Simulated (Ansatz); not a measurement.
```
CELL_PARAMETERS angstrom
2.93120 0.00023 -0.00006
0.00021 2.93199 0.00009
-0.00005 0.00004 2.93571
ATOMIC_POSITIONS crystal
Ti 0.00000 0.00000 0.00000
Co 0.50000 0.50000 0.50000
```

Space group Pm-3m; a structure from a database of computed crystals, not necessarily the ambient phase; changed on purpose from its base cell (all atoms moved at random, sigma 0.4 A a component, cell strained at random, sigma 0.03; relaxed back); the SCF solution may not be the lowest one; the program warned that a starting moment wasn't kept; spin-polarised, but the moments vanished.

Theory: DFT PBEsol, scalar-relativistic, plane waves, PAW in Ansatz 0.2.0.

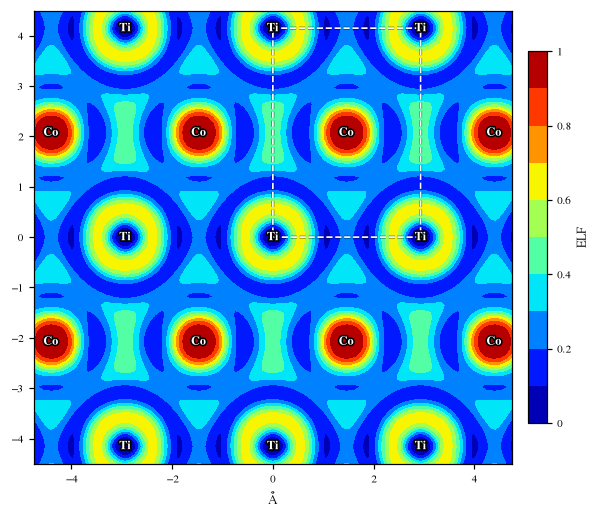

TiCo. ELF on the (101) plane of the conventional cell.

Question: Describe what can be read from this map.

Answer:
- Atoms in the plane: Ti and Co.
- Ti–Co (2.54 Å): the ELF is about 0.25 at the midpoint: no localised pair shows between them.
- The features right at Ti and Co lie inside the PAW spheres, where the map follows smoothed inner orbitals and isn't to be read closely.
